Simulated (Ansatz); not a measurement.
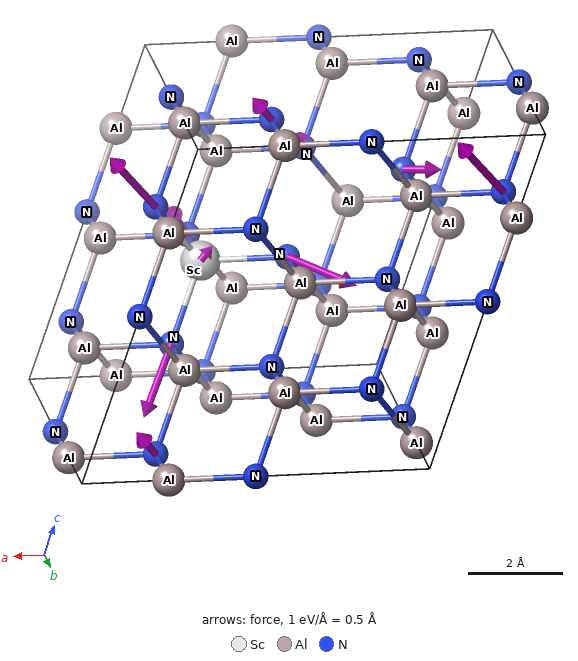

Starting geometry of a defect cell of composition ScAl14N16 with the computed forces as purple arrows. Style: ball-and-stick. Shown: the cell of the calculation (origin shifted), from a free direction.

Case: Sc on a Al site beside a Al vacancy, charge +0, atoms relaxed.

These are results of DFT PBE, scalar-relativistic, plane waves, PAW (Ansatz 0.2.0), not measurements. Settings: plane-wave cutoff 420 eV; k-point mesh 2 × 2 × 2; occupations gaussian; smearing width 0.02 eV; mesh shifted by (0.5, 0.5, 0.5); collinear spin; atoms relaxed in a fixed cell; force threshold 0.02 eV/Å; at most 60 steps.

> Is this structure relaxed? If not, where do the atoms go?

It isn't relaxed: the largest force vector, on N atoms, is 3.60 eV/Å. The final displacements follow the starting forces only in part (cosine between the two patterns 0.75). The largest moves, 0.26 Å, are those of N atoms. By element the largest moves are N 0.26 Å, Al 0.08 Å, Sc 0.08 Å. The cell doesn't change. Near-neighbour distances that change, for instance: N–Sc 1.907 → 2.066 Å, N–Sc 1.907 → 2.044 Å, N–Sc 1.907 → 2.024 Å, Al–N 1.907 → 1.843 Å. Bond angles that change, for instance: Al–N–Al 109.5° → 121.7°, Al–N–Al 109.5° → 118.7°, N–Al–N 109.5° → 100.5°. After 4 geometry steps the energy has fallen by 1.636 eV per cell of the calculation. Largest force component: 2.9 eV/Å at the start, 0.0061 eV/Å at the end. Cost: 100 s on 4 threads of Arm Neoverse N1 (shared host), peak memory 1 GiB.

Limits of the set-up: the k-point mesh is coarse for a cell with partly filled bands; the periodic images lie only 7.6 Å apart, so the values are limited by the cell's size.
